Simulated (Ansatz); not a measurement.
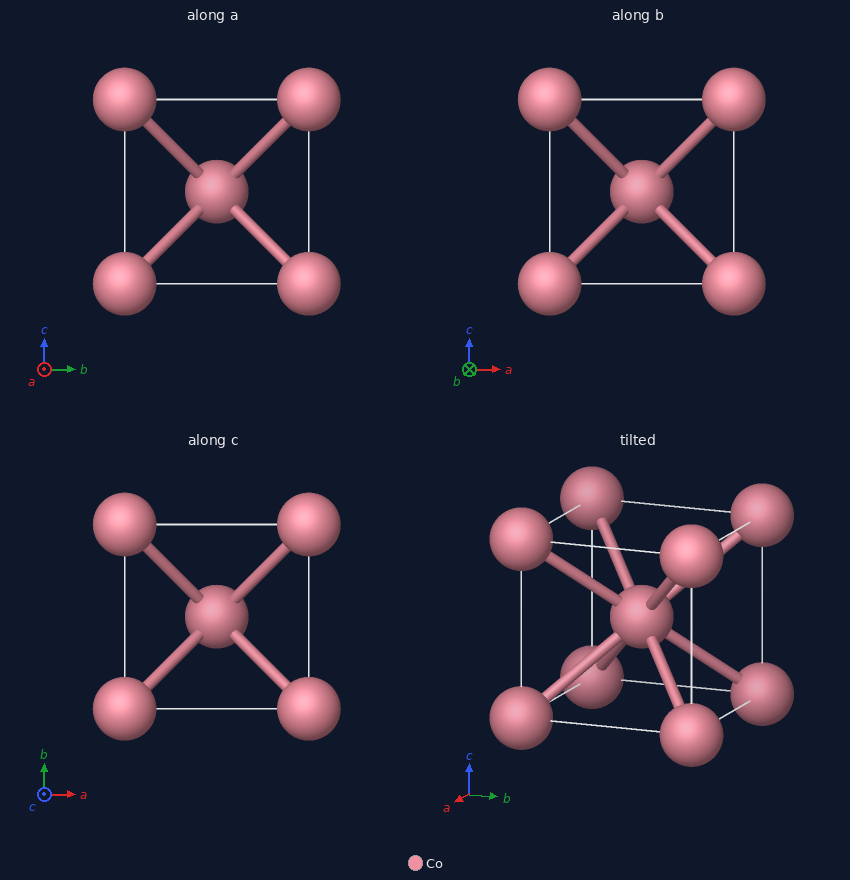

An orthographic ball-and-stick view of the structure, along the a axis, along the b axis, along the c axis and slightly off an axis. Lines trace the edges of the conventional unit cell.

Lattice parameters: a = 2.690 Å, b = 2.690 Å, c = 2.690 Å, α = 90.00°, β = 90.00°, γ = 90.00°.

### From the views, write a table of Wyckoff sites.

Space group Im-3m (No. 229).
```tsv
atom	site	x	y	z
Co	2a	0.0000	0.0000	0.0000
```

The initial geometry was a structure type filled with this element by a generator (whether the element takes this form wasn't checked). Earlier steps of the study may have refined or changed the cell and positions. It was the input of a calculation with Ansatz.

At this level of theory the cell isn't at rest (compressed, at 36 GPa), so its distances can differ from those at equilibrium, the more so the softer the solid.
